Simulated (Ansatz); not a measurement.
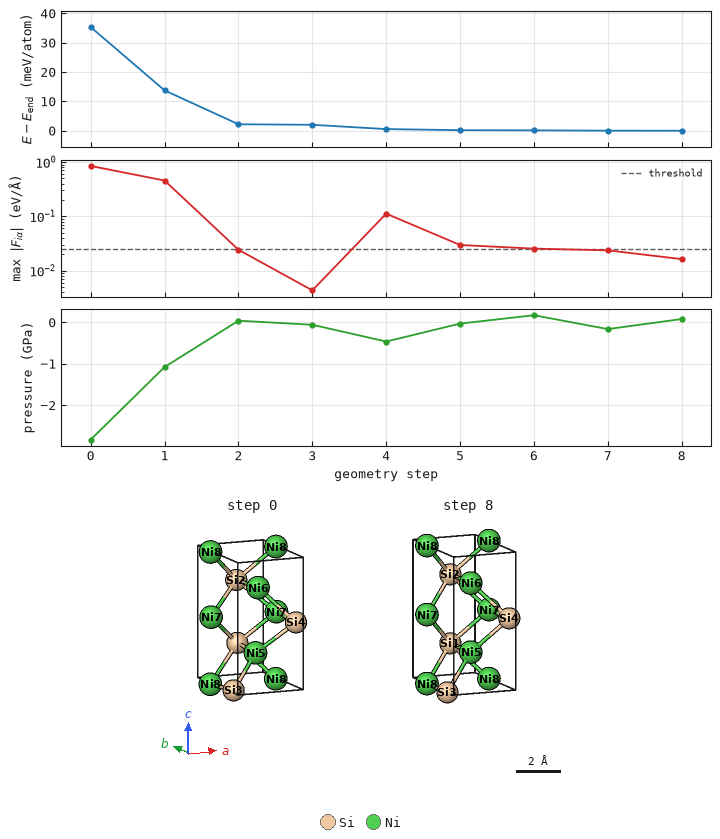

First and last geometry of a relaxation of crystalline SiNi (set up in P1) (coarse preliminary run), with the history of the run. A ball-and-stick model of the cell of the calculation, seen slightly off an axis.

Level of theory: Ansatz 0.2.0, DFT PBE, scalar-relativistic, plane waves, PAW.

Input
```yaml
crystal:
  lattice:
    - [0.0024577694, 3.283527988, 0.0321069103]
    - [-0.008018291, 0.0460038888, 4.736963935]
    - [6.178187491, 0.0045157072, -0.0102818299]
  atoms:
    - { symbol: Si, position: [0.5141943738, 0.8493620656, 0.2612598966] }
    - { symbol: Si, position: [0.496841009, 0.8510124151, 0.7373212922] }
    - { symbol: Si, position: [1.0311619649, 0.152277881, 0.0140964814] }
    - { symbol: Si, position: [0.9830345913, 0.1537862088, 0.4887753642] }
    - { symbol: Ni, position: [0.4806777924, 0.3419179421, 0.2539535945] }
    - { symbol: Ni, position: [0.5141511073, 0.3353715498, 0.7468925703] }
    - { symbol: Ni, position: [-0.0088139923, 0.6523278923, 0.5033016395] }
    - { symbol: Ni, position: [-0.0112468464, 0.6639440453, -0.0056008387] }
basis:
  ecutwfc: 420
kpoints:
  mp_grid: { grid: [6, 6, 4] }
hamiltonian:
  xc: pbe
scf:
  occupations: { method: gaussian, width: 0.2 }
  lower_state_search: "off"
output:
  forces: true
  stress: true
  eigenvalues: true
relax:
  adjacent_minimum: "off"
  f_tol: 0.025
  max_steps: 60
  cell: { stress_tol: 0.25 }
```

Run as
```bash
ansatz run input.yaml --threads 1 --pin off --max-ram 2560MiB --backend cpu --events-out ev --progress --plain --runs-dir out
```

**What do the curves and the structures tell?**

The run was cut off at its time limit before the program reported convergence, but its last step already meets the force threshold: the largest component is 0.016 eV/Å against 0.025 eV/Å. The pressure is within 0.08 GPa of its target. The energy falls by 35.4 meV per atom in 8 geometry steps. Largest force component: 0.85 eV/Å at the start, 0.016 eV/Å at the end. The pressure goes from −2.83 to 0.08 GPa. The atom that moves furthest relative to the cell is Si3 (0.13 Å roughly along [−2 0 −1]). Largest moves by element: Si 0.13 Å, Ni 0.07 Å. The volume changes by −2.3 %, with a 3.284 → 3.099 Å (−5.6 %), b 4.737 → 4.699 Å (−0.8 %), c 6.178 → 6.445 Å (+4.3 %), α 90.2° → 90.0°, γ 88.9° → 90.0°. Near-neighbour distances that change, for instance: Si1–Ni8 2.554 → 2.401 Å, Si1–Si4 2.550 → 2.676 Å, Si4–Ni6 2.526 → 2.401 Å, Si3–Ni5 2.287 → 2.401 Å. Among the angles between lasting bonds that change: Si1–Ni7–Si2 74.1° → 84.3°, Si3–Ni8–Si3 171.1° → 180.0°, Si4–Ni5–Si4 87.8° → 80.4°. The space group (tolerance 0.01 Å) goes from P1 (No. 1) to Pmmn (No. 59). The run took 8.9 min on 1 thread of Intel(R) Xeon(R) Platinum 8175M CPU @ 2.50GHz (Skylake/Cascade Lake), on a shared host, peak memory 0.6 GiB.

Limits of the set-up: an element that often carries a moment was run without spin polarisation.
